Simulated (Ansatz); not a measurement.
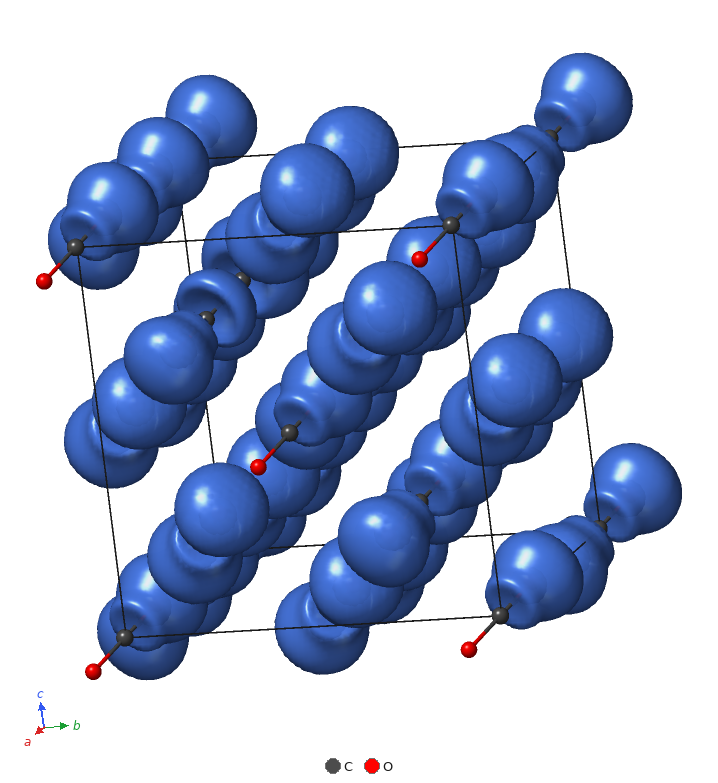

Figure. C17O31 (cell with a defect). Isosurface of the ELF at 0.7 (blue), seen at an oblique angle. Core shells and regions of very low density are left out. Sticks mark near contacts.

All numbers below come from DFT PBE+D3(BJ), scalar-relativistic, plane waves, PAW (Ansatz 0.2.0).

### Identify the bonds, lone pairs and shells in this picture.

At this value the surface marks out one region between bonded C–C atoms, 31 regions on O in which the atom's valence shell and bonds are merged and one lobe on C, pointing away from the bonds (lone pairs), counted in one cell of 48 atoms. Any copies at cell faces, edges or corners count once. Along the contacts the grid gives the following. C–O (1.17 Å): the ELF peaks at about 0.80 between the atoms. C–C (1.36 Å): the ELF peaks at about 0.90 between the atoms.
